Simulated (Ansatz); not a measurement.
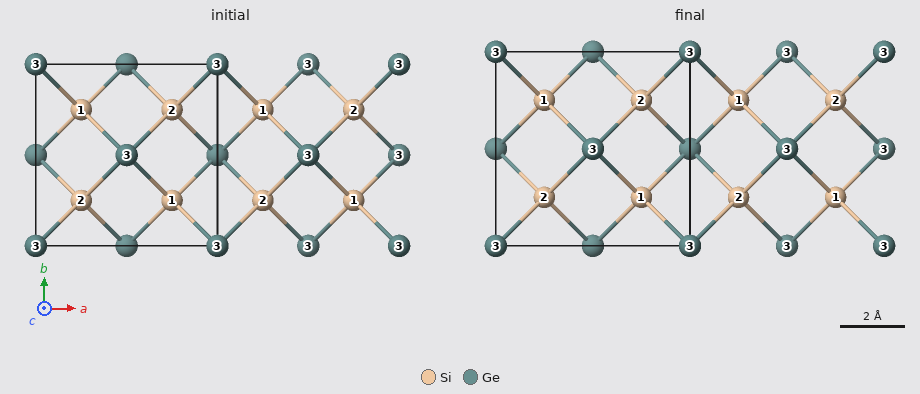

The structure of crystalline Si2Ge (built on the fluorite_225 type) (coarse preliminary run) before (left) and after (right) a relaxation, at one scale.

Style: ball-and-stick. Shown: the conventional cell (4 times the calculation's cell), repeated 2 × 1 × 1 with one cell outlined, along the c axis. Lengths and directions refer to the drawn axes.

Case: fluorite type (Fm-3m, No. 225).

Method: DFT r2SCAN, scalar-relativistic, plane waves, PAW (Ansatz). Settings: plane-wave cutoff 500 eV; k-point mesh 6 × 6 × 6; occupations gaussian; smearing width 0.1 eV; no spin polarisation; cell and atoms relaxed; force threshold 0.04 eV/Å; at most 70 steps.

Question: Describe what moved and what it gained.

Answer: After 4 accepted moves (5 points after the start) the energy has fallen by 158 meV per atom. All forces vanish by symmetry, so only the cell relaxes. Pressure: 18.32 GPa at the start and −0.04 GPa at the end. The SCF was repeated once at an unchanged geometry on a basis and grid sized afresh for the cell, which shifted the energy by 0.7 meV per atom at most. The atoms keep their places relative to the cell (all moves are under 0.005 Å). The drawn cell changes as follows: a = b = c 5.709 → 6.103 Å (+6.9 %); the volume changes by +22.1 %. Among the contacts that change: Si1–Ge3 2.472 → 2.642 Å. The space group stays Fm-3m (No. 225).
